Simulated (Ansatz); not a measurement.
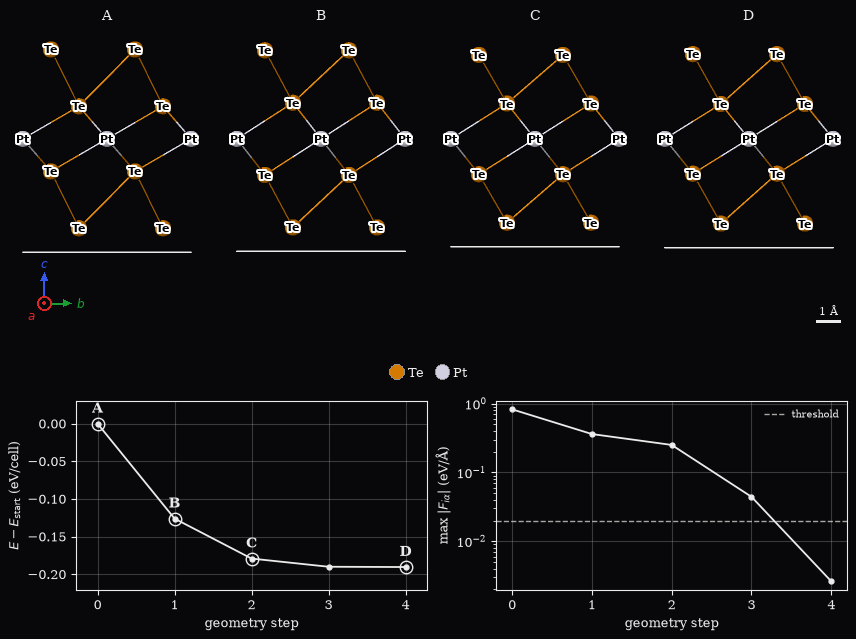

Frames of a relaxation of a slab of composition Te4Pt (cut from the P-3m1 phase), marked on the history of the run. A ball-and-stick model of the 2 × 2 repeat of the cell, outlined in the plane, without the vacuum, seen along the a axis.

The slab is the (0 0 1) face of Te2Pt.

Level of theory: Ansatz 0.2.0, DFT PBE+D3(BJ), scalar-relativistic, plane waves, PAW.

Input
```yaml
crystal:
  lattice:
    - [4.0533413749, 0.0, 0.0]
    - [-2.0266706875, 3.5102966009, 0.0]
    - [0.0, 0.0, 22.462729532]
  atoms:
    - { symbol: Te, position: [0.3333333333, 0.6666666667, 0.3338864046] }
    - { symbol: Te, position: [0.6666666667, 0.3333333333, 0.4394731562] }
    - { symbol: Pt, position: [0.0, 0.0, 0.5] }
    - { symbol: Te, position: [0.3333333333, 0.6666666667, 0.5605268438] }
    - { symbol: Te, position: [0.6666666667, 0.3333333333, 0.6661135954] }
basis:
  ecutwfc: 420
kpoints:
  mp_grid: { grid: [9, 9, 1] }
hamiltonian:
  xc: pbe
  dispersion: d3bj
scf:
  occupations: { method: gaussian, width: 0.1 }
output:
  forces: true
  eigenvalues: true
  write_density: true
  write_potential: true
  elf: true
  volumetric_format: npy
relax:
  adjacent_minimum: "off"
  f_tol: 0.02
  max_steps: 60
efield:
  axis: 3
  dipole_correction: true
  ramp_width: 0.04
```

Launched with:
```bash
ansatz run input.yaml --threads 2 --pin off --max-ram 5632MiB --backend cpu --events-out ev --progress --plain --runs-dir out
```

Question: What happens along the run?

Answer: The largest moves relative to the layer's centre, 0.20 Å, are those of Te1 and Te5. Te5 goes along the normal (−c). Pt stays in place. The cell doesn't change. Among the contacts that change: Te1–Te2 3.332 → 3.132 Å, Pt3–Te4 2.706 → 2.755 Å. Among the angles between lasting bonds that change: Te5–Te4–Te5 74.9° → 80.6°, Pt3–Te4–Te5 164.8° → 170.2°, Te2–Pt3–Te2 97.0° → 94.7°. After 4 geometry steps the energy has fallen by 0.190 eV per cell of the calculation. Largest force component: 0.83 eV/Å at the start, 0.0026 eV/Å at the end. From step 0 to 1: Te atoms move most (0.15 Å), energy −0.126 eV per cell of the calculation. From step 1 to 2: Te atoms move most (0.19 Å), energy −53.1 meV per cell of the calculation. From step 2 to 4: Te atoms move most (0.03 Å), energy −11.2 meV per cell of the calculation.

```tsv
step	E − E(0), meV/atom	largest force component, eV/Å
0	0.00	0.8280
1	-25.21	0.3621
2	-35.83	0.2515
3	-38.00	0.0443
4	-38.07	0.0026
```
